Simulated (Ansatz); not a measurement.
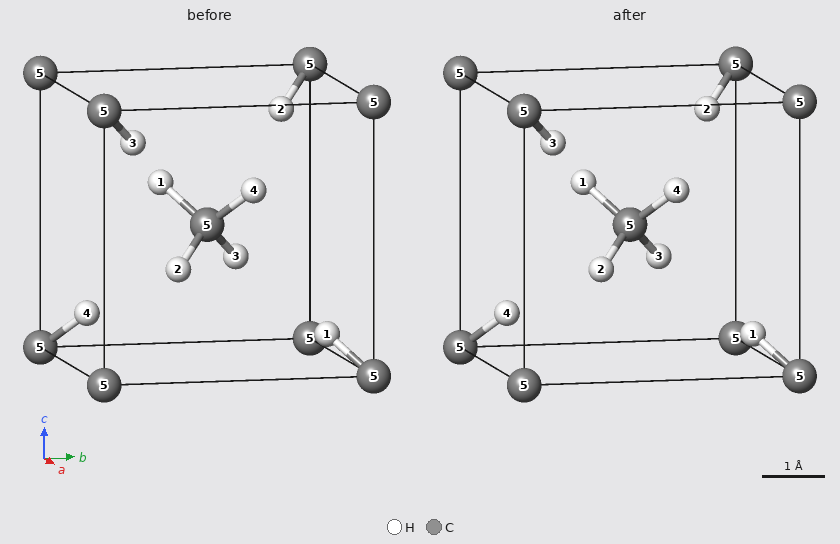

Left: crystalline H4C (built on the database structure type). Right: the same structure after one change, at the same scale. A ball-and-stick model of the conventional cell (2 times the calculation's cell), seen slightly off an axis. Lengths and directions refer to the drawn axes.

These are results of Ansatz 0.2.0, DFT, HSE06, plane waves, PAW, not measurements. Settings: plane-wave cutoff 420 eV; k-point mesh 4 × 4 × 4; occupations fixed; no spin polarisation.

Q: Which change leads from the left to the right?

A: The cell is strained by +2.2 % along b and none across it (volume +2.2 %) and the H atoms are displaced by 0.01 Å relative to the cell: H4 0.01 Å along −b. No relaxation follows.

Q: And its effect?

A: Energy change: −1.0 meV per atom. The pressure goes from 0.7 to 0.6 GPa. The largest forces, 0.041 eV/Å, act on H1, H2, H3 and H4. The space group (tolerance 0.01 Å) goes from I-43m (No. 217) to I-42m (No. 121).
